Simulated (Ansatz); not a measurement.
The calculation's input:

```
crystal:
  lattice:
    - [7.6805938572, 0.0, 0.0]
    - [0.0, 7.6805938572, 0.0]
    - [0.0, 0.0, 34.96625]
  atoms:
    - { symbol: Si, position: [0.0, 0.4023513007, 0.2001930433] }
    - { symbol: Si, position: [0.5, 0.0976486993, 0.2001930433] }
    - { symbol: Si, position: [0.0, 0.0976486993, 0.2187823973] }
    - { symbol: Si, position: [0.5, 0.4023513007, 0.2187823973] }
    - { symbol: Si, position: [0.25, 0.0, 0.2476030458] }
    - { symbol: Si, position: [0.25, 0.5, 0.2476030458] }
    - { symbol: Si, position: [0.75, 0.0, 0.2476030458] }
    - { symbol: Si, position: [0.75, 0.5, 0.2476030458] }
    - { symbol: Si, position: [0.25, 0.25, 0.2864333464] }
    - { symbol: Si, position: [0.25, 0.75, 0.2864333464] }
    - { symbol: Si, position: [0.75, 0.25, 0.2864333464] }
    - { symbol: Si, position: [0.75, 0.75, 0.2864333464] }
    - { symbol: Si, position: [0.0, 0.25, 0.3252636471] }
    - { symbol: Si, position: [0.0, 0.75, 0.3252636471] }
    - { symbol: Si, position: [0.5, 0.25, 0.3252636471] }
    - { symbol: Si, position: [0.5, 0.75, 0.3252636471] }
    - { symbol: Si, position: [0.0, 0.0, 0.3640939477] }
    - { symbol: Si, position: [0.0, 0.5, 0.3640939477] }
    - { symbol: Si, position: [0.5, 0.0, 0.3640939477] }
    - { symbol: Si, position: [0.5, 0.5, 0.3640939477] }
    - { symbol: Si, position: [0.25, 0.0, 0.4029242484] }
    - { symbol: Si, position: [0.25, 0.5, 0.4029242484] }
    - { symbol: Si, position: [0.75, 0.0, 0.4029242484] }
    - { symbol: Si, position: [0.75, 0.5, 0.4029242484] }
    - { symbol: Si, position: [0.25, 0.25, 0.441754549] }
    - { symbol: Si, position: [0.25, 0.75, 0.441754549] }
    - { symbol: Si, position: [0.75, 0.25, 0.441754549] }
    - { symbol: Si, position: [0.75, 0.75, 0.441754549] }
    - { symbol: Si, position: [0.0, 0.25, 0.4805848497] }
    - { symbol: Si, position: [0.0, 0.75, 0.4805848497] }
    - { symbol: Si, position: [0.5, 0.25, 0.4805848497] }
    - { symbol: Si, position: [0.5, 0.75, 0.4805848497] }
    - { symbol: Si, position: [0.0, 0.0, 0.5194151503] }
    - { symbol: Si, position: [0.0, 0.5, 0.5194151503] }
    - { symbol: Si, position: [0.5, 0.0, 0.5194151503] }
    - { symbol: Si, position: [0.5, 0.5, 0.5194151503] }
    - { symbol: Si, position: [0.25, 0.0, 0.558245451] }
    - { symbol: Si, position: [0.25, 0.5, 0.558245451] }
    - { symbol: Si, position: [0.75, 0.0, 0.558245451] }
    - { symbol: Si, position: [0.75, 0.5, 0.558245451] }
    - { symbol: Si, position: [0.25, 0.25, 0.5970757516] }
    - { symbol: Si, position: [0.25, 0.75, 0.5970757516] }
    - { symbol: Si, position: [0.75, 0.25, 0.5970757516] }
    - { symbol: Si, position: [0.75, 0.75, 0.5970757516] }
    - { symbol: Si, position: [0.0, 0.25, 0.6359060523] }
    - { symbol: Si, position: [0.0, 0.75, 0.6359060523] }
    - { symbol: Si, position: [0.5, 0.25, 0.6359060523] }
    - { symbol: Si, position: [0.5, 0.75, 0.6359060523] }
    - { symbol: Si, position: [0.0, 0.0, 0.6747363529] }
    - { symbol: Si, position: [0.0, 0.5, 0.6747363529] }
    - { symbol: Si, position: [0.5, 0.0, 0.6747363529] }
    - { symbol: Si, position: [0.5, 0.5, 0.6747363529] }
    - { symbol: Si, position: [0.25, 0.0, 0.7135666536] }
    - { symbol: Si, position: [0.25, 0.5, 0.7135666536] }
    - { symbol: Si, position: [0.75, 0.0, 0.7135666536] }
    - { symbol: Si, position: [0.75, 0.5, 0.7135666536] }
    - { symbol: Si, position: [0.25, 0.25, 0.7523969542] }
    - { symbol: Si, position: [0.25, 0.75, 0.7523969542] }
    - { symbol: Si, position: [0.75, 0.25, 0.7523969542] }
    - { symbol: Si, position: [0.75, 0.75, 0.7523969542] }
    - { symbol: Si, position: [0.0, 0.3476486993, 0.7812176027] }
    - { symbol: Si, position: [0.5, 0.6523513007, 0.7812176027] }
    - { symbol: Si, position: [0.0, 0.6523513007, 0.7998069567] }
    - { symbol: Si, position: [0.5, 0.3476486993, 0.7998069567] }
scf:
  occupations: { method: gaussian, width: 0.03 }
output:
  forces: true
  stress: false
  write_density: true
  write_potential: true
  elf: true
  volumetric_format: npy
kpoints:
  mp_grid: { grid: [3, 3, 1] }
hamiltonian:
  xc: pbesol
efield:
  axis: 3
  dipole_correction: true
relax:
  f_tol: 0.02
  max_steps: 120
```

Run with:

```sh
ansatz run input.yaml --threads 4 --pin off --max-ram 11776MiB --backend cpu --events-out ev --progress --plain --runs-dir out
```

The fields are those of the relaxed geometry.

Computed with DFT PBEsol, scalar-relativistic, plane waves, PAW (Ansatz).

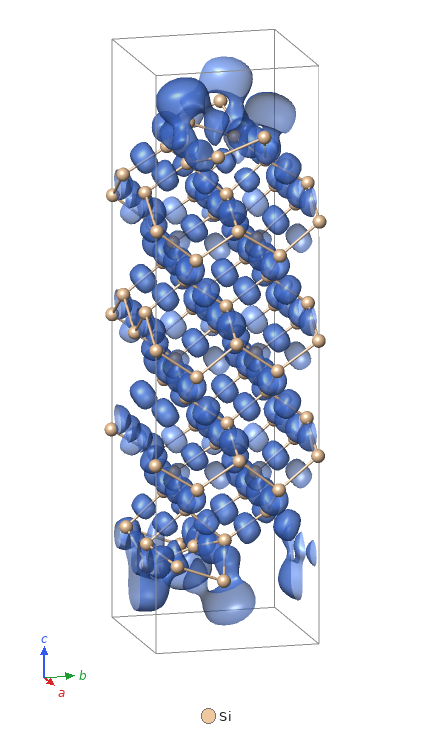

Si (slab). Isosurface of the electron localisation function at 0.8 (blue), seen slightly off an axis. Only the valence region is drawn (cores and ρ < 0.01 e/Å³ removed). Sticks mark near contacts.

Core electrons are frozen (PAW), and the valence fields are smoothed inside the atomic spheres.

Identify the bonds, lone pairs and shells in this picture.

Answer. At this value the surface marks out 112 regions between bonded Si–Si atoms (shared pairs) and four regions on Si in which the atom's valence shell and bonds are merged, counted in one cell of 64 atoms. Counts are for one cell; the picture repeats the cell along the surface.

Values along the shortest contacts:
Si–Si (2.33 Å): the ELF peaks at about 0.95 between the atoms (localised, covalent bonding). Si–Si (2.37 Å): the ELF peaks at about 0.95 between the atoms; localised, covalent bonding.
